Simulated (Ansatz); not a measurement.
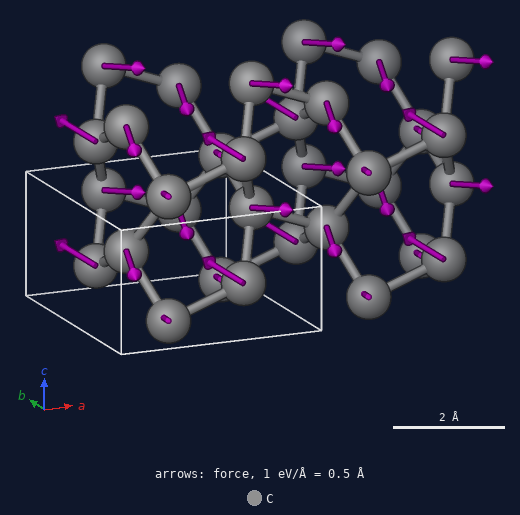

Starting geometry of crystalline C (a generated structure, set up in C222_1) (coarse preliminary run) with the computed forces as purple arrows. The picture is a ball-and-stick view of the conventional cell (2 times the calculation's cell), repeated 2 × 1 × 2 with one cell outlined, seen slightly off an axis. Lengths and directions refer to the drawn axes.

Computed with DFT PBE, scalar-relativistic, plane waves, PAW (Ansatz 0.2.0). Settings: plane-wave cutoff 420 eV; k-point mesh 6 × 6 × 8; occupations gaussian; smearing width 0.1 eV; no spin polarisation; cell and atoms relaxed; force threshold 0.04 eV/Å; at most 70 steps.

> What follows when this structure is relaxed?

It isn't relaxed: the largest force vector, on C atoms, is 2.47 eV/Å. The atoms end up moving mostly along the starting forces (cosine between the two patterns 0.96). The largest moves relative to the cell, 0.090 Å, are those of C atoms. The drawn cell changes as follows: a 3.973 → 4.391 Å (+10.5 %), b 4.302 → 4.393 Å (+2.1 %), c 2.345 → 2.452 Å (+4.6 %); the volume changes by +18.0 %. Among the contacts that change: C–C 1.516 → 1.673 Å, C–C 1.586 → 1.672 Å, C–C 1.489 → 1.524 Å. Among the angles between lasting bonds that change: C–C–C 143.1° → 133.3°, C–C–C 125.6° → 133.3°, C–C–C 103.8° → 107.1°. The space group (tolerance 0.01 Å) goes from C222_1 (No. 20) to P4_322 (No. 95). The energy falls by 1.264 eV per cell of the calculation in 6 accepted moves (9 points after the start). The largest force component goes from 2.4 to 0.00028 eV/Å. The pressure goes from 80.14 to −0.01 GPa. The line search rejected the trial step at point 3 of the run. The SCF was repeated twice at an unchanged geometry on a basis and grid sized afresh for the cell, which shifted the energy by 47.0 meV per cell of the calculation at most.
